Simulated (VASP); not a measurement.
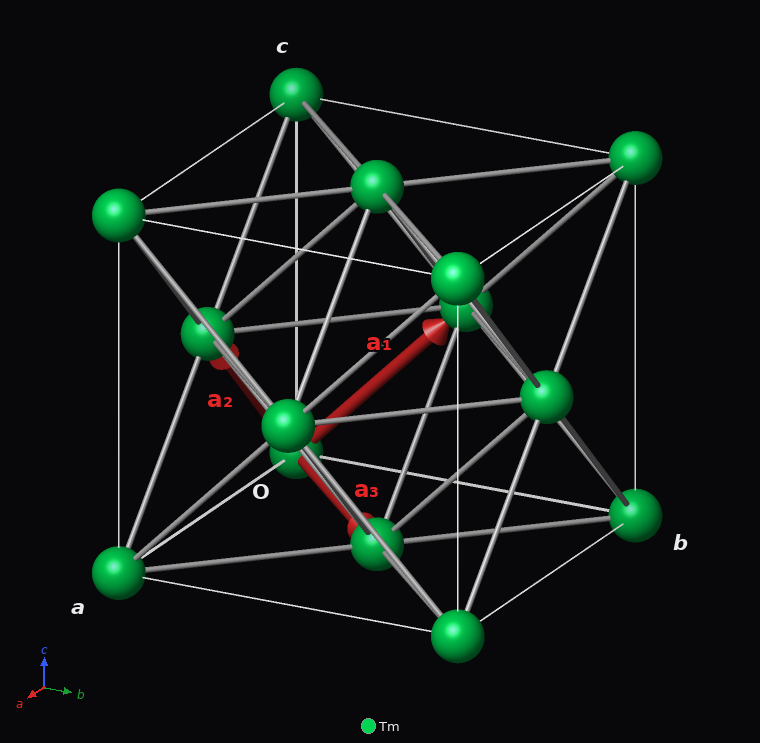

For Tm, a cell listed in the Materials Project, as set up for an electronic-structure calculation: the conventional cell (thin) and a primitive cell (coloured, vectors a₁, a₂, a₃). Symmetry computed with spglib at a tolerance of 0.002 Å; standard conventional cell.

a = 4.936 Å, b = 4.936 Å, c = 4.936 Å, α = 90.00°, β = 90.00°, γ = 90.00°.

> What is the centring, and how are the primitive vectors built?

F, face-centred cubic, with lattice points at (0, 0, 0), (1/2, 1/2, 0), (1/2, 0, 1/2), (0, 1/2, 1/2). a₁ = 1/2 b + 1/2 c; a₂ = 1/2 a + 1/2 c; a₃ = 1/2 a + 1/2 b.

> Give the primitive cell's size and content.

Edges 3.490, 3.490, 3.490 Å; angles 60.00°, 60.00°, 60.00°; volume 30.07 Å³, 1/4 of the conventional cell; 1 of its 4 atoms.
